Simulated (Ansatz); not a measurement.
C

```
C
1.0
     3.31274    0.00000    0.00000
     0.00000    3.58062    0.00000
     0.00000    0.00000    3.82170
C
8
Direct
  0.50000 0.00000 0.00000
  0.00000 0.50000 0.00000
  0.00000 0.00000 0.50000
  0.50000 0.50000 0.50000
  0.75000 0.25000 0.25000
  0.25000 0.75000 0.25000
  0.25000 0.25000 0.75000
  0.75000 0.75000 0.75000
```

Space group Fddd; changed on purpose from its base cell (strain +e along x and -e along y -0.0375, strain +e along z and -e/2 along x and y +0.0700); computed pressure about 3 GPa in this cell; PAW files of the earlier set (soft_1).

The calculation used Ansatz 0.2.0, DFT PBE, scalar-relativistic, plane waves, PAW.

The density is the valence pseudo-density of a PAW calculation; it isn't the true density close to the nuclei.

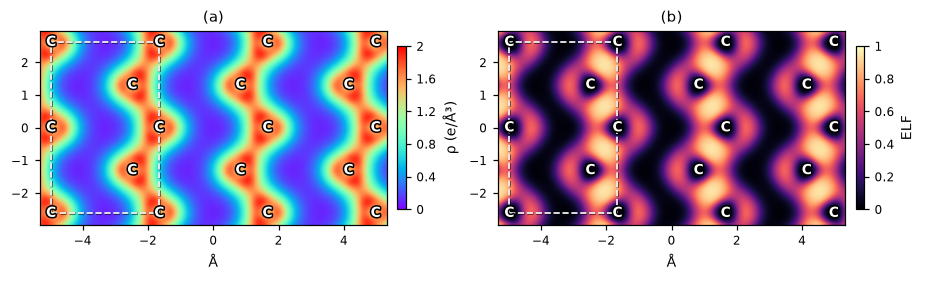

Figure 1. (a) valence pseudo-density; (b) ELF on the (011) plane of the conventional cell.

Question: Interpret the plot.

Answer:
- Atoms in the plane: C.
- C–C (1.55 Å): ρ at the midpoint is about 1.6 e/Å³; the ELF peaks at about 0.95 between the atoms, as expected for localised, covalent bonding.
- Between the atoms the lowest density in this plane is 0.09 e/Å³.

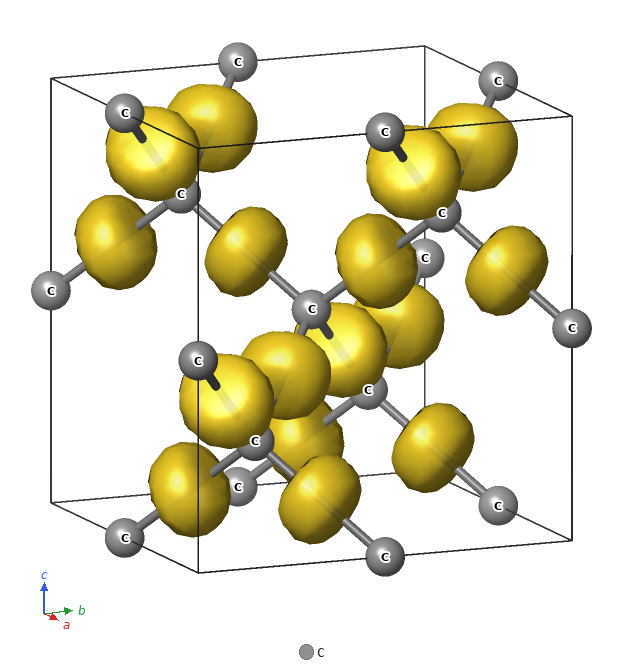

Figure 2. Isosurface of the ELF at 0.8 (yellow), seen slightly off an axis. Only the valence region is drawn (cores and ρ < 0.01 e/Å³ removed). Sticks mark near contacts.

Question: Describe the localisation domains.

Answer: The surface consists of 16 regions between bonded C–C atoms (shared pairs), counted in one cell of 8 atoms. Regions shared between cells count once.

Question: Metal or insulator at this level of theory?

Answer: It is gapped, with a Kohn–Sham gap of 1.5 eV on the k-point mesh (the band edges may lie off the mesh, which would make the gap smaller).
